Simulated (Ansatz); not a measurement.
## Geometry relaxation of Co2Si (part 3 of 3)

The same run, continued: Co2Si (Pnma, 12 atoms in the cell); DFT PBEsol, scalar-relativistic, plane waves, PAW, spin-polarised (Ansatz 0.2.0); cutoff 420 eV, 4×6×4 k-mesh, Gaussian smearing of 0.1 eV, collinear spins. The structure derives from an entry of the Crystallography Open Database.

Geometry of the input (Å; fractional positions):
```
4.9180  0.0000  0.0000
0.0000  3.7380  0.0000
0.0000  0.0000  7.1090
Co 0.9620  0.7500  0.2180
Co 0.0380  0.2500  0.7820
Co 0.5380  0.2500  0.7180
Co 0.4620  0.7500  0.2820
Co 0.8260  0.7500  0.5620
Co 0.1740  0.2500  0.4380
Co 0.6740  0.2500  0.0620
Co 0.3260  0.7500  0.9380
Si 0.2980  0.7500  0.6110
Si 0.7020  0.2500  0.3890
Si 0.2020  0.2500  0.1110
Si 0.7980  0.7500  0.8890
```

Output, continued
```
  k-point 1 ↑: bands = ["-76.4934", "-76.4910", "-76.4662", "-76.4661", "-76.3841", "-76.3817", "-76.3755", "-76.3754", "-40.1286", "-40.1200", "-39.9459", "-39.9349", "-39.9315", "-39.9295", "-39.9235", "-39.9020", "-39.8968", "-39.8830", "-39.8829", "-39.8732", "-39.8540", "-39.8487", "-39.8306", "-39.8269", "-39.8258", "-39.8049", "-39.8011", "-39.7950", "-39.7874", "-39.7820", "-39.7717", "-39.7706", "5.7437", "7.1529", "9.3471", "10.3880", "11.8723", "12.3668", "12.5484", "13.1796", "13.5489", "13.6768", "13.9041", "14.0996", "14.2352", "14.4133", "14.5108", "14.5967", "14.7671", "14.9177", "15.0276", "15.0788", "15.4281", "15.6280", "15.7316", "15.7903", "16.2346", "16.3833", "16.4926", "16.5395", "16.6430", "16.7658", "16.9584", "16.9804", "17.0198", "17.0399", "17.2297", "17.2590", "17.2739", "17.4458", "17.4759", "17.6301", "17.7704", "17.8213", "17.9241", "18.0801", "18.0908", "18.3849", "18.5109", "18.9562", "19.3581", "20.1069", "20.4279", "20.5557", "22.3503", "22.4560", "23.1755", "23.2283", "23.5405", "24.0216", "24.0752", "25.3174", "25.3211", "25.7939"]
  k-point 2 ↑: bands = ["-76.4923", "-76.4923", "-76.4662", "-76.4662", "-76.3829", "-76.3829", "-76.3754", "-76.3754", "-40.1244", "-40.1244", "-39.9392", "-39.9392", "-39.9323", "-39.9323", "-39.9142", "-39.9142", "-39.8869", "-39.8869", "-39.8829", "-39.8829", "-39.8477", "-39.8477", "-39.8270", "-39.8270", "-39.8187", "-39.8187", "-39.7949", "-39.7949", "-39.7820", "-39.7820", "-39.7748", "-39.7748", "6.2935", "6.2935", "10.1083", "10.1083", "12.0656", "12.0656", "12.8986", "12.8986", "13.6699", "13.6699", "13.7856", "13.7856", "14.3247", "14.3247", "14.6778", "14.6778", "14.8580", "14.8580", "14.8774", "14.8774", "15.4645", "15.4645", "15.7417", "15.7417", "16.3957", "16.3957", "16.7317", "16.7317", "16.7502", "16.7502", "16.9414", "16.9414", "16.9662", "16.9662", "17.2205", "17.2205", "17.4053", "17.4053", "17.5725", "17.5725", "17.9668", "17.9668", "18.0221", "18.0221", "18.1292", "18.1292", "18.7388", "18.7388", "19.3626", "19.3626", "20.4208", "20.4208", "22.2646", "22.2646", "23.5345", "23.5345", "23.8455", "23.8455", "25.1890", "25.1890", "25.7314", "25.7314"]
  k-point 35 ↓: bands = ["-76.1479", "-76.1479", "-76.1479", "-76.1479", "-76.1051", "-76.1051", "-76.1051", "-76.1051", "-39.6895", "-39.6895", "-39.6895", "-39.6895", "-39.6461", "-39.6461", "-39.6461", "-39.6461", "-39.6226", "-39.6226", "-39.6226", "-39.6226", "-39.5632", "-39.5632", "-39.5632", "-39.5632", "-39.5173", "-39.5173", "-39.5173", "-39.5173", "-39.4580", "-39.4580", "-39.4580", "-39.4580", "9.2052", "9.2052", "9.2052", "9.2052", "11.2677", "11.2677", "11.2677", "11.2677", "14.0951", "14.0951", "14.0951", "14.0951", "14.5424", "14.5424", "14.5424", "14.5424", "15.3561", "15.3561", "15.3561", "15.3561", "15.8669", "15.8669", "15.8669", "15.8669", "16.2517", "16.2517", "16.2517", "16.2517", "16.8546", "16.8546", "16.8546", "16.8546", "17.0905", "17.0905", "17.0905", "17.0905", "17.3194", "17.3194", "17.3194", "17.3194", "17.7429", "17.7429", "17.7429", "17.7429", "18.7317", "18.7317", "18.7317", "18.7317", "19.9280", "19.9280", "19.9280", "19.9280", "22.0911", "22.0911", "22.0911", "22.0911", "25.2177", "25.2177", "25.2177", "25.2177", "26.3973", "26.3973"]
--- Relaxed structure (5 steps of the walk, 5 accepted, 1 SCFs on fresh bases) ---
  F+E_penalty+E_count = -43236.36637183 eV   max|allowed force component| = 1.154e-2 eV/Å   (the final SCF, on the basis selected at the relaxed cell)
  cell:  # Å, volume = 123.0677 Å³
    - [4.807661150687862, 0.0, 0.0]
    - [0.0, 3.671490234862525, 0.0]
    - [0.0, 0.0, 6.97216538057446]
  atoms:
    - { symbol: Co, position: [0.9619336849146558, 0.7500000000000001, 0.2188741618671854] }
    - { symbol: Co, position: [0.03806631508534408, 0.25, 0.7811258381328148] }
    - { symbol: Co, position: [0.538066315085344, 0.25, 0.7188741618671853] }
    - { symbol: Co, position: [0.46193368491465586, 0.7500000000000001, 0.2811258381328146] }
    - { symbol: Co, position: [0.8268984531921256, 0.7500000000000001, 0.5648944150307388] }
    - { symbol: Co, position: [0.17310154680787412, 0.25, 0.4351055849692613] }
    - { symbol: Co, position: [0.6731015468078742, 0.25, 0.06489441503073866] }
    - { symbol: Co, position: [0.3268984531921259, 0.7500000000000001, 0.9351055849692613] }
    - { symbol: Si, position: [0.3005275078293544, 0.7500000000000001, 0.6051308063019135] }
    - { symbol: Si, position: [0.6994724921706456, 0.25, 0.3948691936980867] }
    - { symbol: Si, position: [0.1994724921706456, 0.25, 0.10513080630191339] }
    - { symbol: Si, position: [0.8005275078293542, 0.7500000000000001, 0.8948691936980866] }
--- Löwdin populations: 12 sites ---
  site symbol       q [e]    m [muB]
     0     Co     16.6328     0.3131
     1     Co     16.6328     0.3131
     2     Co     16.6328     0.3131
     3     Co     16.6328     0.3131
     4     Co     16.6560     0.1908
     5     Co     16.6560     0.1908
     6     Co     16.6560     0.1908
     7     Co     16.6560     0.1908
     8     Si      4.2640    -0.0346
     9     Si      4.2640    -0.0346
    10     Si      4.2640    -0.0346
    11     Si      4.2640    -0.0346
  spilling = 0.011770 (of n_electrons = 152.000000)
```

File populations.tsv
```
# site	symbol	l	j	q_up	q_dn
# orbitals = lowdin
# n_electrons = 152.000000
# spilling = 0.011770
0	Co	0_3S	-	0.987583	0.987732
0	Co	0_4S	-	0.312551	0.314445
0	Co	1_3P	-	2.997062	2.997123
0	Co	2_3D	-	4.175716	3.860540
1	Co	0_3S	-	0.987583	0.987732
1	Co	0_4S	-	0.312551	0.314445
1	Co	1_3P	-	2.997062	2.997123
1	Co	2_3D	-	4.175716	3.860540
2	Co	0_3S	-	0.987583	0.987732
2	Co	0_4S	-	0.312551	0.314445
2	Co	1_3P	-	2.997062	2.997123
2	Co	2_3D	-	4.175716	3.860540
3	Co	0_3S	-	0.987583	0.987732
3	Co	0_4S	-	0.312551	0.314445
3	Co	1_3P	-	2.997062	2.997123
3	Co	2_3D	-	4.175716	3.860540
4	Co	0_3S	-	0.985399	0.985520
4	Co	0_4S	-	0.300371	0.303929
4	Co	1_3P	-	2.996226	2.996353
4	Co	2_3D	-	4.141378	3.946780
5	Co	0_3S	-	0.985399	0.985520
5	Co	0_4S	-	0.300371	0.303929
5	Co	1_3P	-	2.996226	2.996353
5	Co	2_3D	-	4.141378	3.946780
6	Co	0_3S	-	0.985399	0.985520
6	Co	0_4S	-	0.300371	0.303929
6	Co	1_3P	-	2.996226	2.996353
6	Co	2_3D	-	4.141378	3.946780
7	Co	0_3S	-	0.985399	0.985520
7	Co	0_4S	-	0.300371	0.303929
7	Co	1_3P	-	2.996226	2.996353
7	Co	2_3D	-	4.141378	3.946780
8	Si	0_3S	-	0.645158	0.649064
8	Si	1_3P	-	1.469560	1.500246
9	Si	0_3S	-	0.645158	0.649064
9	Si	1_3P	-	1.469560	1.500246
10	Si	0_3S	-	0.645158	0.649064
10	Si	1_3P	-	1.469560	1.500246
11	Si	0_3S	-	0.645158	0.649064
11	Si	1_3P	-	1.469560	1.500246
```

Trajectory as extended XYZ (Å, eV, eV/Å), 6 frames, from step=1 to step=6
```
12
Lattice="4.9180 0.0000 0.0000 0.0000 3.7380 0.0000 0.0000 0.0000 7.1090" Properties=species:S:1:pos:R:3:forces:R:3 step=1 energy=-43236.02229 pressure_GPa=-13.04
Co    4.7311    2.8035    1.5498    0.0145   0.0000  -0.0805
Co    0.1869    0.9345    5.5592   -0.0145   0.0000   0.0805
Co    2.6459    0.9345    5.1043   -0.0145   0.0000  -0.0805
Co    2.2721    2.8035    2.0047    0.0145   0.0000   0.0805
Co    4.0623    2.8035    3.9953    0.0217   0.0000  -0.0384
Co    0.8557    0.9345    3.1137   -0.0217   0.0000   0.0384
Co    3.3147    0.9345    0.4408   -0.0217   0.0000  -0.0384
Co    1.6033    2.8035    6.6682    0.0217   0.0000   0.0384
Si    1.4656    2.8035    4.3436   -0.1147   0.0000  -0.2213
Si    3.4524    0.9345    2.7654    0.1147   0.0000   0.2213
Si    0.9934    0.9345    0.7891    0.1147   0.0000  -0.2213
Si    3.9246    2.8035    6.3199   -0.1147   0.0000   0.2213
12
Lattice="4.8586 0.0000 0.0000 0.0000 3.6969 0.0000 0.0000 0.0000 7.0331" Properties=species:S:1:pos:R:3:forces:R:3 step=2 energy=-43236.29538 pressure_GPa=-6.05
Co    4.6715    2.7727    1.5367    0.0076   0.0000  -0.0629
Co    0.1871    0.9242    5.4964   -0.0076   0.0000   0.0629
Co    2.6164    0.9242    5.0533   -0.0076   0.0000  -0.0629
Co    2.2422    2.7727    1.9798    0.0076   0.0000   0.0629
Co    4.0131    2.7727    3.9580    0.0078   0.0000  -0.0108
Co    0.8455    0.9242    3.0751   -0.0078   0.0000   0.0108
Co    3.2748    0.9242    0.4415   -0.0078   0.0000  -0.0108
Co    1.5838    2.7727    6.5916    0.0078   0.0000   0.0108
Si    1.4502    2.7727    4.2865   -0.0486   0.0000  -0.1814
Si    3.4084    0.9242    2.7466    0.0486   0.0000   0.1814
Si    0.9791    0.9242    0.7699    0.0486   0.0000  -0.1814
Si    3.8795    2.7727    6.2632   -0.0486   0.0000   0.1814
12
Lattice="4.8035 0.0000 0.0000 0.0000 3.6622 0.0000 0.0000 0.0000 6.9725" Properties=species:S:1:pos:R:3:forces:R:3 step=3 energy=-43236.36828 pressure_GPa=0.96
Co    4.6170    2.7466    1.5254    0.0124   0.0000   0.0011
Co    0.1865    0.9155    5.4471   -0.0124   0.0000  -0.0011
Co    2.5882    0.9155    5.0116   -0.0124   0.0000   0.0011
Co    2.2153    2.7466    1.9609    0.0124   0.0000  -0.0011
Co    3.9676    2.7466    3.9331    0.0103   0.0000   0.0131
Co    0.8359    0.9155    3.0394   -0.0103   0.0000  -0.0131
Co    3.2377    0.9155    0.4469   -0.0103   0.0000   0.0131
Co    1.5658    2.7466    6.5256    0.0103   0.0000  -0.0131
Si    1.4368    2.7466    4.2310    0.0274   0.0000  -0.0572
Si    3.3666    0.9155    2.7415   -0.0274   0.0000   0.0572
Si    0.9649    0.9155    0.7448   -0.0274   0.0000  -0.0572
Si    3.8386    2.7466    6.2277    0.0274   0.0000   0.0572
12
Lattice="4.8051 0.0000 0.0000 0.0000 3.6692 0.0000 0.0000 0.0000 6.9725" Properties=species:S:1:pos:R:3:forces:R:3 step=4 energy=-43236.36996 pressure_GPa=0.20
Co    4.6253    2.7519    1.5326   -0.0188   0.0000  -0.0561
Co    0.1799    0.9173    5.4398    0.0188   0.0000   0.0561
Co    2.5824    0.9173    5.0189    0.0188   0.0000  -0.0561
Co    2.2227    2.7519    1.9536   -0.0188   0.0000   0.0561
Co    3.9720    2.7519    3.9439   -0.0128   0.0000  -0.0378
Co    0.8331    0.9173    3.0286    0.0128   0.0000   0.0378
Co    3.2357    0.9173    0.4577    0.0128   0.0000  -0.0378
Co    1.5694    2.7519    6.5148   -0.0128   0.0000   0.0378
Si    1.4459    2.7519    4.2136    0.0017   0.0000   0.0083
Si    3.3592    0.9173    2.7588   -0.0017   0.0000  -0.0083
Si    0.9567    0.9173    0.7274   -0.0017   0.0000   0.0083
Si    3.8484    2.7519    6.2451    0.0017   0.0000  -0.0083
12
Lattice="4.8077 0.0000 0.0000 0.0000 3.6715 0.0000 0.0000 0.0000 6.9722" Properties=species:S:1:pos:R:3:forces:R:3 step=5 energy=-43236.37111 pressure_GPa=-0.00
Co    4.6247    2.7536    1.5260   -0.0020   0.0000   0.0081
Co    0.1830    0.9179    5.4461    0.0020   0.0000  -0.0081
Co    2.5868    0.9179    5.0121    0.0020   0.0000   0.0081
Co    2.2208    2.7536    1.9601   -0.0020   0.0000  -0.0081
Co    3.9754    2.7536    3.9385   -0.0115   0.0000   0.0018
Co    0.8322    0.9179    3.0336    0.0115   0.0000  -0.0018
Co    3.2360    0.9179    0.4525    0.0115   0.0000   0.0018
Co    1.5716    2.7536    6.5197   -0.0115   0.0000  -0.0018
Si    1.4448    2.7536    4.2191   -0.0021   0.0000   0.0011
Si    3.3628    0.9179    2.7531    0.0021   0.0000  -0.0011
Si    0.9590    0.9179    0.7330    0.0021   0.0000   0.0011
Si    3.8487    2.7536    6.2392   -0.0021   0.0000  -0.0011
12
Lattice="4.8077 0.0000 0.0000 0.0000 3.6715 0.0000 0.0000 0.0000 6.9722" Properties=species:S:1:pos:R:3:forces:R:3 step=6 energy=-43236.36637 pressure_GPa=-0.06
Co    4.6247    2.7536    1.5260   -0.0022   0.0000   0.0082
Co    0.1830    0.9179    5.4461    0.0022   0.0000  -0.0082
Co    2.5868    0.9179    5.0121    0.0022   0.0000   0.0082
Co    2.2208    2.7536    1.9601   -0.0022   0.0000  -0.0082
Co    3.9754    2.7536    3.9385   -0.0115   0.0000   0.0019
Co    0.8322    0.9179    3.0336    0.0115   0.0000  -0.0019
Co    3.2360    0.9179    0.4525    0.0115   0.0000   0.0019
Co    1.5716    2.7536    6.5197   -0.0115   0.0000  -0.0019
Si    1.4448    2.7536    4.2191   -0.0021   0.0000   0.0011
Si    3.3628    0.9179    2.7531    0.0021   0.0000  -0.0011
Si    0.9590    0.9179    0.7330    0.0021   0.0000   0.0011
Si    3.8487    2.7536    6.2392   -0.0021   0.0000  -0.0011
```

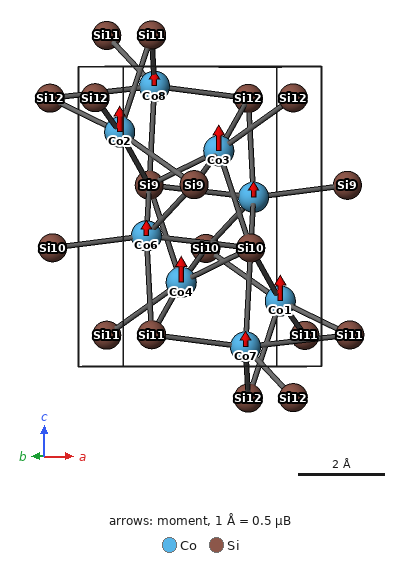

Fig. 1: Magnetic moments of the sites as red arrows (ball-and-stick view of the cell of the calculation, seen at an oblique angle; bonded neighbours outside the cell are drawn too; atoms are numbered from 1 in the order of the input); small moments hardly show. The run is collinear, so the axis drawn is arbitrary. Site moments: Co1, Co2, Co3, Co4 (0.31 μB); Co5, Co6, Co7, Co8 (0.19 μB). They are counted near the atoms and needn't add up to the moment of the cell.
